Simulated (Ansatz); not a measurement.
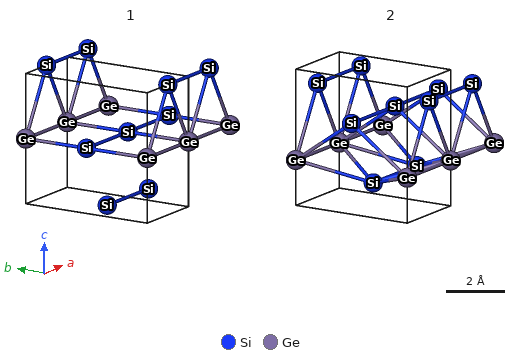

Two geometries of crystalline Si₃Ge (a generated structure, set up in Pmm2), drawn at one scale. One is the start of a relaxation, the other its converged end. The picture is a ball-and-stick view of the cell of the calculation, repeated 2 × 1 × 1 with one cell outlined, seen from a free direction.

Method: Ansatz, DFT PBE, scalar-relativistic, plane waves, PAW. Settings: plane-wave cutoff 420 eV; k-point mesh 16 × 10 × 10; occupations gaussian; smearing width 0.1 eV; no spin polarisation; cell and atoms relaxed; force threshold 0.01 eV/Å; at most 80 steps.

Q: Which geometry has the lower energy?

A: Structure 1 is the relaxed one. The largest moves relative to the cell, 0.79 Å, are those of Si and Ge atoms. By element the largest moves are Si 0.79 Å, Ge 0.79 Å. The drawn cell changes as follows: a 2.848 → 2.709 Å (−4.9 %), b 4.619 → 5.034 Å (+9.0 %), c 4.932 → 4.720 Å (−4.3 %); the volume changes by −0.8 %. Near-neighbour distances that change, for instance: Si–Si 2.835 → 3.706 Å, Ge–Si 2.835 → 3.706 Å, Ge–Si 2.835 → 2.517 Å, Si–Si 2.835 → 2.517 Å. Among the angles between lasting bonds that change: Ge–Si–Ge 109.1° → 180.0°. The space group (tolerance 0.01 Å) goes from Pmm2 (No. 25) to Pmmm (No. 47). After 17 accepted moves (20 points after the start) the energy has fallen by 199 meV per atom. Largest force component: 0.26 eV/Å at the start, under 0.0001 eV/Å at the end. Pressure: −1.80 GPa at the start and 0.00 GPa at the end. The line search rejected the trial step at point 16 of the run. The SCF was repeated twice at an unchanged geometry on a basis and grid sized afresh for the cell, which shifted the energy by 0.3 meV per atom at most.
